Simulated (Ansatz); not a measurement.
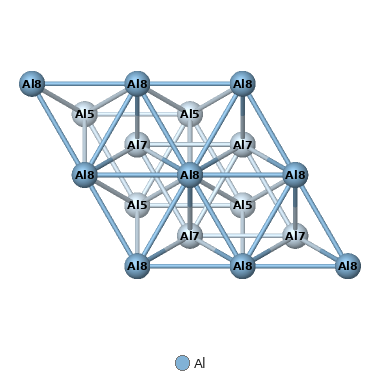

The system is O on an Al(001) slab cut from the P6_3/mmc phase, its upper half relaxed before the scan (8 atoms of substrate and one adsorbate in a 1 × 1 cell); the picture shows it without the atoms that are moved over the map. O is moved over the surface cell; relaxed at each place: the height of the adsorbate's atoms; substrate rigid; the origin of the map has the adsorbate above Al8. Places are given modulo a cell vector. The map is drawn in real space over the plane of the surface. Grid: 6 × 6 points; 10 points were computed and 26 follow by symmetry. Energies are in eV, from the lowest grid point. With one adsorbate in each 1 × 1 cell, its nearest image is 2.9 Å away, so neighbouring adsorbates interact. All numbers below come from Ansatz, DFT PBE, scalar-relativistic, plane waves, PAW. Settings: cutoff 420 eV, k-mesh 9×9×1, gaussian smearing 0.1 eV, no spin polarisation.

Range: position of O9 along the first surface vector from 0.000 to 0.833; position of O9 along the second surface vector from 0.000 to 0.833.

Question: What will the energy surface look like?

Answer: The lowest grid point is at a threefold hollow, (2/6, 4/6) of the cell vectors. A higher local minimum lies near a threefold hollow over a second-layer Al atom, (4/6, 2/6) of the cell vectors (0.18 eV above the lowest at that grid point). The highest grid point, the top site over a surface Al atom, (0/6, 0/6) of the cell vectors, lies 4.51 eV above the lowest. On the interpolated surface the easiest way out of the lowest well to the well at a threefold hollow over a second-layer Al atom, (4/6, 2/6) of the cell vectors passes a barrier of about 1.1 eV. At the lowest point the adsorbate has 3 Al at 1.80 Å as nearest neighbours, at the highest 1 Al at 1.69 Å. Its relaxed height above the top atom is 0.73 Å at the lowest and 1.69 Å at the highest point.

| second ↓, first → | 0/6 | 1/6 | 2/6 | 3/6 | 4/6 | 5/6 |
| --- | --- | --- | --- | --- | --- | --- |
| 5/6 | 4.27 | 3.57 | 1.41 | 1.41 | 3.57 | 4.27 |
| 4/6 | 3.12 | 1.41 | 0.00 | 1.41 | 3.12 | 3.61 |
| 3/6 | 1.09 | 1.41 | 1.41 | 1.09 | 1.50 | 1.50 |
| 2/6 | 3.12 | 3.57 | 3.12 | 1.50 | 0.18 | 1.50 |
| 1/6 | 4.27 | 4.27 | 3.61 | 1.50 | 1.50 | 3.61 |
| 0/6 | 4.51 | 4.27 | 3.12 | 1.09 | 3.12 | 4.27 |

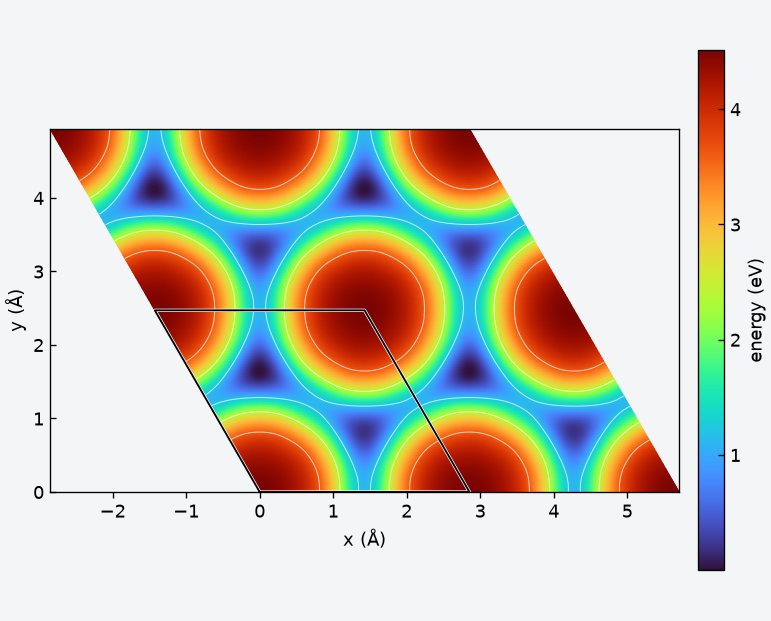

Drawn: a smooth colour map with a few white contour lines, the outline of one cell of the 2 × 2 shown. Between grid points the surface is interpolated.

Each point was launched as `ansatz run input.yaml --threads 1 --pin off --max-ram 3072MiB --backend cpu --events-out ev --progress --plain --runs-dir out`. Time for the 10 points that were run: 12 min on 1 thread of Arm Neoverse V2, on a shared host.

PAW datasets: the set soft_1.
